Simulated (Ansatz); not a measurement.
# SiGe₄: what the fields show

The calculation's input:

```
crystal:
  lattice:
    - [3.1688936448, 0.0, 0.0]
    - [-1.5844468224, 2.7443423983, 0.0]
    - [0.0, 0.0, 21.4421717413]
  atoms:
    - { symbol: Si, position: [0.3333333333, 0.6666666667, 0.8025103175] }
    - { symbol: Si, position: [0.3333333333, 0.6666666667, 0.1974896825] }
    - { symbol: Ge, position: [0.3333333333, 0.6666666667, 0.6028162149] }
    - { symbol: Ge, position: [0.3333333333, 0.6666666667, 0.0] }
    - { symbol: Ge, position: [0.3333333333, 0.6666666667, 0.3971837851] }
    - { symbol: Ge, position: [0.6666666667, 0.3333333333, 0.7077043918] }
    - { symbol: Ge, position: [0.6666666667, 0.3333333333, 0.8963898209] }
    - { symbol: Ge, position: [0.6666666667, 0.3333333333, 0.1036101791] }
    - { symbol: Ge, position: [0.6666666667, 0.3333333333, 0.2922956082] }
    - { symbol: Ge, position: [0.6666666667, 0.3333333333, 0.5] }
basis:
  ecutwfc: 420
kpoints:
  mp_grid: { grid: [12, 12, 2] }
hamiltonian:
  xc: pbe
scf:
  occupations: { method: gaussian, width: 0.1 }
output:
  forces: true
  stress: true
  eigenvalues: true
  write_density: true
  write_potential: true
  elf: true
  volumetric_format: npy
relax:
  adjacent_minimum: "off"
  f_tol: 0.01
  max_steps: 80
  cell: { stress_tol: 0.05 }
```

Run with:

```sh
ansatz run input.yaml --threads 1 --pin off --max-ram 2560MiB --backend cpu --events-out ev --progress --plain --runs-dir out
```

Below, planes, directions and counts refer to the conventional cell (a = 3.00 Å, b = 3.00 Å, c = 23.69 Å, α = 90.00°, β = 90.00°, γ = 120.00°).

The fields are those of the run's last geometry, not of the input's.

Space group P-6m2; a structure generated by program, which may or may not match a known phase.

Level of theory: DFT PBE, scalar-relativistic, plane waves, PAW in Ansatz.

The density is the valence pseudo-density of a PAW calculation; it isn't the true density close to the nuclei.

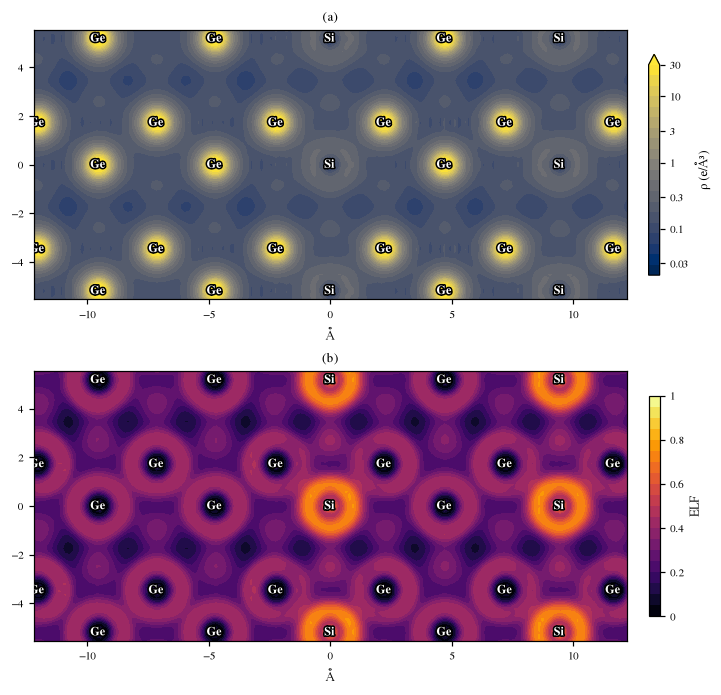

Figure 1. (a) valence charge density (pseudo); (b) electron localisation function on the (110) plane of the conventional cell.

Question: What do the fields say about this system?

Answer:
- The section cuts through Si and Ge sites.
- Si–Ge (2.81 Å): ρ at the midpoint is about 0.25 e/Å³; the ELF peaks at about 0.75 in the valence shell of Si, 0.9 Å from its nucleus, and is about 0.50 at the midpoint.
- Between the atoms the lowest density in this plane is 0.07 e/Å³.

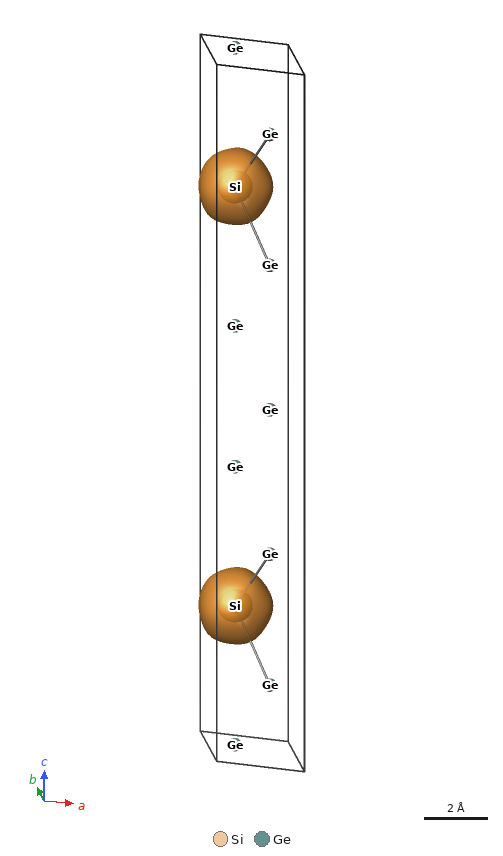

Figure 2. Isosurface of the electron localisation function at 0.55 (orange), seen at an oblique angle. Only the valence region is drawn (cores and ρ < 0.01 e/Å³ removed). Sticks mark near contacts.

Question: Where are the electrons localised?

Answer: At this value the surface marks out two regions wrapped around Si (the valence shell of each) and two small core shells on Si, counted in one cell of 10 atoms. Any copies at cell faces, edges or corners count once.

Question: Does the calculation give a band gap?

Answer: It is gapless in this calculation (a metal or semimetal).
